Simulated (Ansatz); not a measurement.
## Single-point calculation, with input and output: Rh

System: Rh (2 atoms in the cell).
Method: DFT, PBE, plane waves, PAW, no spin polarisation (Ansatz 0.2.0).

The structure derives from a Materials Project entry. Some settings of this run were made unusual or wrong on purpose. Figures and captions count atoms from 1; the log counts them from 0 in places.

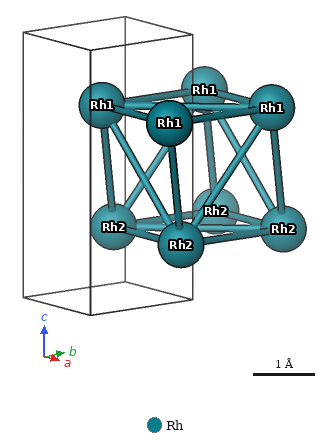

Fig. 1: The structure as given in the input (ball-and-stick view of the cell of the calculation, repeated 2 × 2 × 1, seen slightly off an axis; atoms are numbered from 1 in the order of the input). Near neighbours in the crystal (not all of them lie inside the picture): Rh has 12 Rh at 2.73 to 2.81 Å.

Input file:
```yaml
crystal:
  lattice:
    - [2.8065327971, 0.0, 0.0]
    - [-1.4032663985, 2.4305286988, 0.0]
    - [0.0, 0.0, 4.3848426969]
  atoms:
    - { symbol: Rh, position: [0.6666666667, 0.3333333333, 0.75] }
    - { symbol: Rh, position: [0.3333333333, 0.6666666667, 0.25] }
basis:
  ecutwfc: 420
kpoints:
  mp_grid: { grid: [1, 1, 1] }
hamiltonian:
  xc: pbe
scf:
  occupations: { method: gaussian, width: 0.15 }
  max_iter: 100
output:
  forces: true
  eigenvalues: true
  stress: true
```

Machine: 1 thread of Intel Xeon Gold (Sapphire Rapids), 64 GiB of memory available, shared host.

Launch command:
```bash
ansatz run input.yaml --threads 1 --pin off --max-ram 2560MiB --backend cpu --events-out ev --progress --plain --runs-dir out
```

Log:
```
Engine: ansatz 0.2.0, x86_64-unknown-linux-gnu
Pseudopotentials: kind: paw
Pseudopotential: Rh, paw, valence charge 17, recommended cutoff 420 eV (normal), Rh.paw.azcp
Functional definition: PBE
  parameter kappa = 0.804
  parameter beta = 0.06672455060314922
  exchange = pbe_x(kappa = kappa, mu = beta*pi^2/3)
  correlation = pbe_c(beta = beta)
Crystal: 2 atoms, lattice volume = 29.911 Å³
Basis set: ecut = 420 eV, 591 PW (Γ), exchange–correlation on 40×40×60 points (8 copies of the dense FFT grid, shifted against one another)
Bands: 21, of which v1, the nominal top of the filled ones, is band 17 counted from 1 (16 counted from 0)
Symmetry: 24 space group operations
Space group: P63/mmc (ITA 194), of the structure as read, at distance tolerance 3.1e-5 Å
k-points: 1
Non-local potential: Rh, projectors of the file, l = 0: 3, l = 1: 2, l = 2: 2, l = 3: 1
PAW form: soft (Blöchl's): semilocal exchange-correlation on the pseudo side does not see the compensation charge
PAW one-centre angular grid: Rh, 590 points (default); XC on 64 Gauss nodes
Initial density: superposition of atomic densities (neutral atoms: chi_scale 0, normalization atom), corrected by the library's trained network
Initial wavefunctions: pseudopotential atomic-orbital guess
Functional: x = pbe(κ = 0.804, μ = 0.2195149727645171), c = pbe(β = 0.06672455060314922)
SCF iter   1: F=—  HF=-12810.854759 eV  |F-HF|=—  |Δ(HF+E_count)|=         —  Δρ=1.59e-1  dr2=3.35e0  ethr=1.77e-3  ⟨swp⟩=4.0  Hψ=79  notcnv=0
preconditioner: auto → none  [insulator: Δε(μ)=2.002 eV  Ē_g=5.636 eV  σ=0.150 eV  W_gap=1.00  n_scr=8 (ndim 8)  ℏωp=28.8 eV  f_vac=0.000  D(μ)=0.00/eV (n_scr^D=0)  ε∞_Penn≈27.1]
SCF iter   2: F=—  HF=-12809.742506 eV  |F-HF|=—  |Δ(HF+E_count)|=    1.11e0  Δρ=6.56e-2  dr2=4.93e-1  ethr=1.77e-3  ⟨swp⟩=2.0  Hψ=48  notcnv=0
SCF iter   3: F=—  HF=-12809.610951 eV  |F-HF|=—  |Δ(HF+E_count)|=   1.32e-1  Δρ=1.12e-2  dr2=1.81e-2  ethr=1.45e-3  ⟨swp⟩=2.0  Hψ=34  notcnv=0
SCF iter   4: F=—  HF=-12809.606529 eV  |F-HF|=—  |Δ(HF+E_count)|=   4.42e-3  Δρ=3.36e-3  dr2=8.09e-4  ethr=5.33e-5  ⟨swp⟩=2.0  Hψ=43  notcnv=0
SCF iter   5: F=—  HF=-12809.606829 eV  |F-HF|=—  |Δ(HF+E_count)|=   3.00e-4  Δρ=2.72e-4  dr2=6.98e-6  ethr=2.38e-6  ⟨swp⟩=3.0  Hψ=40  notcnv=0
SCF iter   6: F=—  HF=-12809.606833 eV  |F-HF|=—  |Δ(HF+E_count)|=   4.37e-6  Δρ=2.61e-5  dr2=6.46e-8  ethr=2.94e-10  ⟨swp⟩=4.0  Hψ=101  notcnv=0
SCF iter   7: F=-12809.606833 eV  HF=-12809.606833 eV  |F-HF|=2.47e-10  |Δ(HF+E_count)|=   9.78e-8  Δρ=1.62e-6  dr2=2.32e-10  ethr=1.90e-10  ⟨swp⟩=2.0  Hψ=66  notcnv=0
SCF 1 converged in 7 iterations: F = -12809.606833 eV  dr2 = 2.32e-10
  greatest PAW one-centre occupation: 1.000 electrons in one spin orbital (limit 2), on the Rh atom at site 0 (counted from 0), in its partial waves of l = 1
```

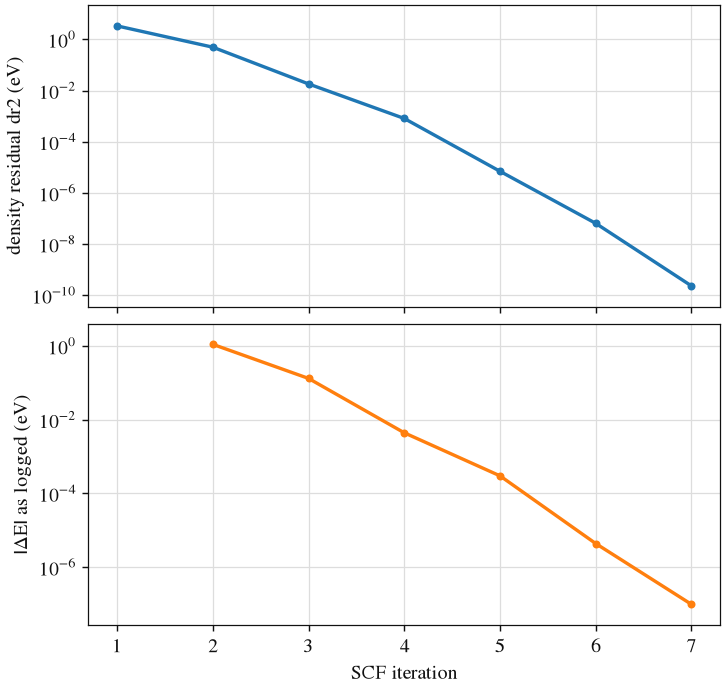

Fig. 2: Convergence of the self-consistent field: density residual dr2 and size of the energy change against the SCF iteration. The residual falls at every step.

```
SCF converged after 7 iterations
Free energy (F): -12809.606833 eV
Harris-Foulkes:  -12809.606833 eV  (|F-HF|=2.47e-10)
Internal energy: -12809.606833 eV  (E = F + TS)
E sigma→0 (E₀):  -12809.606833 eV
Fermi energy:    19.772648 eV
--- Per-component energies (eV) ---
  E_band       = -222.318322
  E_kinetic    = 1142.521264
  E_local      = -3367.287428  (includes V_loc(G=0)·N_el)
  E_nonlocal   = 719.049308
  E_hartree    = 1194.668188
  E_xc         = -443.411711
  E_vxc        = -556.436534  (∫ρ·V_xc dr)
  E_paw        = -7178.155471  (= ΣΔE_a)
  E_vpaw       = -549.503253  (= ΣTr[D̂ρ^β])
  E_aug_tail   = 0.001771  (compensation charges beyond the density's cutoff)
  E_ewald      = -4876.992754
  E_smearing   = -0.000000  (= −TS)
  E_closure    = 0.000000  (closes the sum)
  Σ components = -12809.606833   (vs F -12809.606833, Δ=0.00e0)
--- Forces (eV/Å), atoms counted from 1 ---
  atom   1  Rh     0.00000000     0.00000000     0.00000000
  atom   2  Rh    -0.00000000    -0.00000000    -0.00000000
  max |Σ_I F_I| component: 8.62e-27 eV/Å
--- Stress (GPa, compression-positive) ---
       20.875512      -0.000000      -0.000000
       -0.000000      20.875512       0.000000
       -0.000000       0.000000     -71.748220
  P = ⅓ Tr σ = -9.9991 GPa (-99.991 kbar)
--- Band table (eV) ---
  k-point 0: bands = ["-57.8060", "-57.7050", "-26.9260", "-26.3006", "-25.0567", "-25.0567", "-24.9487", "-24.9487", "12.8202", "15.0133", "17.7723", "18.3074", "18.3074", "18.5599", "18.5599", "19.1244", "19.1244", "20.4209", "20.4209", "21.0421", "28.7265"]
```

Outcome:

| quantity | value |
| --- | --- |
| outcome | converged |
| space group (tolerance 0.01 Å) | P6₃/mmc (194) |
| electrons treated | 34 |
| free energy | −12809.6068 eV |
| Fermi energy | 19.773 eV |
| gap on the k-point mesh | 1.30 eV |
| pressure | −10.00 GPa |
| largest force (length of the vector) | under 0.001 eV/Å |
| peak memory | 0.31 GiB |

Diagnosis:

The input was spoiled on purpose: one k-point for a small cell (`kpoints.mp_grid.grid`). One point cannot sample the zone of a small cell. The program still converged, but the numbers can't be taken as results for the intended system.
